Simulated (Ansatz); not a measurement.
# Band-structure calculation, with input and output: Cs

The run: band-structure calculation of Cs (Fm-3m, 1 atom in the cell). Method and program: DFT, PBEsol, all-electron LAPW, scalar-relativistic, no spin polarisation (Ansatz 0.2.0).

It belongs to a series of runs on one base structure; here: functional pbesol. Figures and captions count atoms from 1; the log counts them from 0 in places.

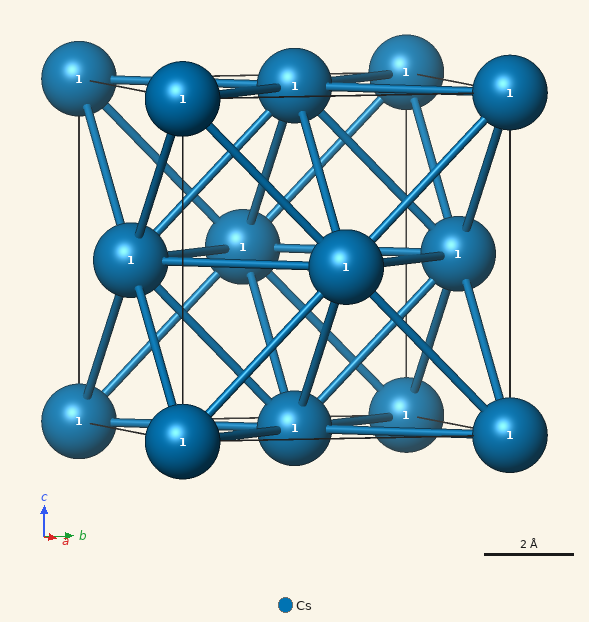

Fig. 1: The input geometry (ball-and-stick view of the cell 4 times as large as that of the calculation, set on its symmetry axes, seen at an oblique angle; atoms are numbered from 1 in the order of the input). An atom can appear more than once, as a periodic image. Near neighbours in the periodic cell (some may lie outside the picture): Cs has 12 Cs at 5.48 Å.

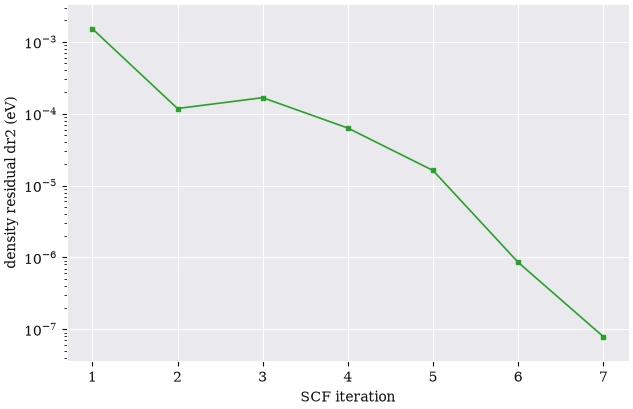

Fig. 2: Convergence of the self-consistent field: density residual dr2 against the SCF iteration. The residual falls almost steadily, with no more than small rises.

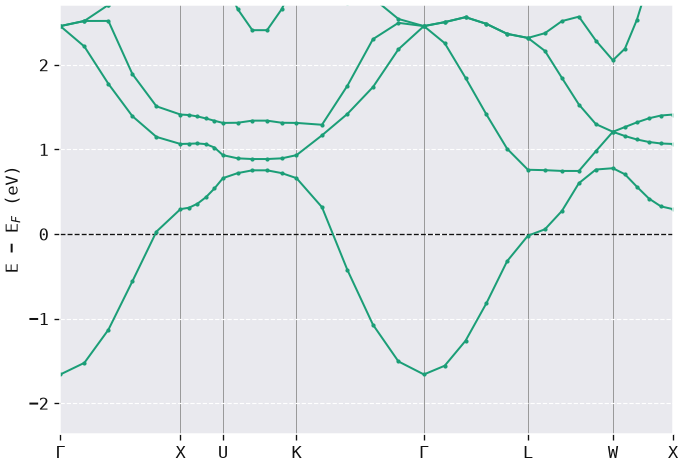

Fig. 3: Band structure along Γ–X–U–K–Γ–L–W–X, with energies from the Fermi level. Bands cross the Fermi level: a metal at this level of theory.

The input and output of the run follow.

Input file
```yaml
crystal:
  lattice:
    - [0.0, 3.8784308267, 3.8784308267]
    - [3.8784308267, 0.0, 3.8784308267]
    - [3.8784308267, 3.8784308267, 0.0]
  atoms:
    - { symbol: Cs, position: [0.0, 0.0, 0.0] }
kpoints:
  mp_grid: { grid: [12, 12, 12] }
  band_path:
    path:
      - [0.0, 0.0, 0.0]
      - [0.5, 0.0, 0.5]
      - [0.625, 0.25, 0.625]
      - [0.375, 0.375, 0.75]
      - [0.0, 0.0, 0.0]
      - [0.5, 0.5, 0.5]
      - [0.5, 0.25, 0.75]
      - [0.5, 0.0, 0.5]
    npoints: 5
scf:
  occupations: { method: fermi_dirac, width: 0.05 }
hamiltonian:
  xc: pbesol
  pseudopotentials: { kind: all_electron, lapw: { basis_error: 0.00025 } }
output:
  forces: true
  stress: true
  eigenvalues: true
```

Launch command:
```bash
ansatz run input.yaml --threads 1 --pin off --max-ram 2048MiB --backend cpu --events-out ev --progress --plain --runs-dir out
```

What the program printed
```
LAPW: plane waves up to 3.596 Å⁻¹, error target 2.5e-4 eV per atom; small_component_spin mean_spin; Cs in spheres of 2.742 Å, 19 of its electrons in bands, Dirac shells [] (how accurate: hamiltonian.pseudopotentials.lapw.basis_error, Limitations)
Engine: ansatz 0.2.0, aarch64-unknown-linux-gnu
Pseudopotentials: kind: all_electron
Pseudopotential: Cs, LAPW, valence charge 19, lapw/all_electron/scalar/gaussian/Cs, Koelling and Harmon's equation, gaussian nucleus
Functional definition: PBEsol
  exchange = pbesol_x
  correlation = pbesol_c
Crystal: 1 atoms, lattice volume = 116.680 Å³
Basis set: ecut = 49.28096587807169 eV, 89 PW (Γ), exchange–correlation at level 2
Bands: 14, of which v1, the nominal top of the filled ones, is band 10 counted from 1 (9 counted from 0)
Symmetry: 48 space group operations
Space group: Fm-3m (ITA 225), of the structure as read, at distance tolerance 4.9e-5 Å
k-points: 72 of 1728
Non-local potential: Cs, projectors of the file, none
Initial density: superposition of atomic densities (chi_scale 0.1, normalization cell)
Initial wavefunctions: plane waves of lowest kinetic energy (no species holds an atomic orbital)
Functional: x = pbesol(κ = 0.804, μ = 0.12345679012345678), c = pbesol(β = 0.046)
iter 1 solved again at ethr=8.00e-6 eV; its pass at ethr=1.00e-1 eV (dr2=1.52e-3 eV) is discarded
SCF iter   1: F=—  HF=-211800.610567 eV  |F-HF|=—  |Δ(HF+E_count)|=         —  Δρ=7.00e-4  dr2=1.52e-3  ethr=8.00e-6  ⟨swp⟩=4.8  Hψ=7221  notcnv=0
preconditioner: auto → LDOS  [metal: Δε(μ)=0.023 eV  Ē_g=2.643 eV  σ=0.050 eV  W_gap=0.11  n_scr=14 (ndim 8)  ℏωp=3.4 eV  f_vac=0.049  D(μ)=1.29/eV (n_scr^D=8)  β→1.0]
iter 2 solved again at ethr=6.21e-7 eV; its pass at ethr=8.00e-6 eV (dr2=1.18e-4 eV) is discarded
SCF iter   2: F=—  HF=-211800.610830 eV  |F-HF|=—  |Δ(HF+E_count)|=   2.63e-4  Δρ=1.94e-4  dr2=1.18e-4  ethr=6.21e-7  ⟨swp⟩=2.0  Hψ=5308  notcnv=0
preconditioner: auto → Kerker (q_TF=auto, 2.016 Å⁻¹)  [metal: Δε(μ)=0.022 eV  Ē_g=2.631 eV  σ=0.050 eV  W_gap=0.11  n_scr=14 (ndim 8)  ℏωp=3.4 eV  f_vac=0.003  D(μ)=1.29/eV (n_scr^D=8)  β→0.5]
SCF iter   3: F=—  HF=-211800.610256 eV  |F-HF|=—  |Δ(HF+E_count)|=   5.74e-4  Δρ=2.10e-4  dr2=1.67e-4  ethr=6.19e-7  ⟨swp⟩=2.2  Hψ=3316  notcnv=0
SCF iter   4: F=—  HF=-211800.610321 eV  |F-HF|=—  |Δ(HF+E_count)|=   6.46e-5  Δρ=1.19e-4  dr2=6.31e-5  ethr=6.19e-7  ⟨swp⟩=2.0  Hψ=3302  notcnv=0
SCF iter   5: F=—  HF=-211800.610346 eV  |F-HF|=—  |Δ(HF+E_count)|=   2.50e-5  Δρ=5.62e-5  dr2=1.62e-5  ethr=3.32e-7  ⟨swp⟩=2.0  Hψ=3304  notcnv=0
SCF iter   6: F=—  HF=-211800.610351 eV  |F-HF|=—  |Δ(HF+E_count)|=   5.03e-6  Δρ=1.58e-5  dr2=8.53e-7  ethr=8.53e-8  ⟨swp⟩=2.8  Hψ=3358  notcnv=0
SCF iter   7: F=-211800.610351 eV  HF=-211800.610351 eV  |F-HF|=5.34e-8  |Δ(HF+E_count)|=   2.23e-7  Δρ=5.54e-6  dr2=7.89e-8  ethr=4.49e-9  ⟨swp⟩=2.1  Hψ=3309  notcnv=0
SCF 1 converged in 7 iterations: F = -211800.610351 eV  dr2 = 7.89e-8
NSCF: frozen V_eff on 36 k-points
SCF converged after 7 iterations
Free energy (F): -211800.610351 eV
Harris-Foulkes:  -211800.610351 eV  (|F-HF|=5.34e-8)
Internal energy: -211800.599880 eV  (E = F + TS)
E sigma→0 (E₀):  -211800.605116 eV
Entropy (-TS):   -0.010471 eV (-10.471 meV/atom)
Fermi energy:    3.149655 eV
--- Per-component energies (eV) ---
  E_band       = -764.309444
  E_kinetic    = 225143.016990
  E_xc         = -5153.719077
  E_electrostatic = -431789.897793  (all electrons and nuclei)
  E_smearing   = -0.010471  (= −TS)
  E_closure    = 0.000000  (closes the sum)
  E_atoms      = -211799.681547  (free atoms, spherical and without spin; not in F)
  Σ components = -211800.610351   (vs F -211800.610351, Δ=0.00e0)
  Basis errors (estimates in eV, not in F): energy 5.2e-5 per atom: plane waves 5.1e-5 (2.6e-5 summed), levels above the bands 2.8e-31, relativity 1.8e-9, radial functions 1.7e-6, core shells 7.3e-10; eigenvalues (radial functions only) 9.9e-7; not estimated: angular momenta, meshes, grids; target (lapw.basis_error) 2.5e-4; muffin-tin radii Cs 2.742 Å
--- Forces (eV/Å), atoms counted from 1 ---
  atom   1  Cs     0.00000000    -0.00000000     0.00000000
  max |Σ_I F_I| component: 4.11e-33 eV/Å
--- Stress (GPa, compression-positive) ---
       -0.122167      -0.000000      -0.000000
       -0.000000      -0.122167       0.000000
       -0.000000       0.000000      -0.122167
  P = ⅓ Tr σ = -0.1222 GPa (-1.222 kbar)
--- Band table (eV; the first three rows and the last of 72) ---
  k-point 0: bands = ["-68.0693", "-68.0693", "-68.0692", "-68.0692", "-68.0692", "-20.6952", "-7.4149", "-7.4149", "-7.4149", "1.4901", "5.6080", "5.6080", "5.6080", "6.6894"]
  k-point 1: bands = ["-68.0693", "-68.0693", "-68.0692", "-68.0692", "-68.0692", "-20.6949", "-7.4239", "-7.4161", "-7.4161", "1.5620", "5.4625", "5.6418", "5.6418", "6.6200"]
  k-point 2: bands = ["-68.0693", "-68.0693", "-68.0692", "-68.0692", "-68.0692", "-20.6938", "-7.4482", "-7.4194", "-7.4194", "1.7706", "5.1407", "5.7048", "5.7048", "6.5190"]
  k-point 71: bands = ["-68.0693", "-68.0693", "-68.0692", "-68.0692", "-68.0692", "-20.6877", "-7.5000", "-7.5000", "-7.4636", "3.9279", "4.3587", "4.3587", "5.2038", "7.5070"]
```

Key numbers

```json
{"quantity": "outcome", "value": "converged"}
{"quantity": "space group (tolerance 0.01 Å)", "value": "Fm-3m (225)"}
{"quantity": "electrons in bands (core shells apart)", "value": "19"}
{"quantity": "free energy", "value": "−211800.6104 eV"}
{"quantity": "Fermi energy", "value": "3.150 eV"}
{"quantity": "pressure", "value": "−0.12 GPa"}
{"quantity": "electronic character", "value": "metal"}
{"quantity": "largest force (length of the vector)", "value": "under 0.001 eV/Å"}
{"quantity": "hardware", "value": "1 thread of Arm Neoverse V1, 24 GiB of memory available, shared host"}
{"quantity": "wall time", "value": "5 s"}
{"quantity": "peak memory", "value": "0.23 GiB"}
```
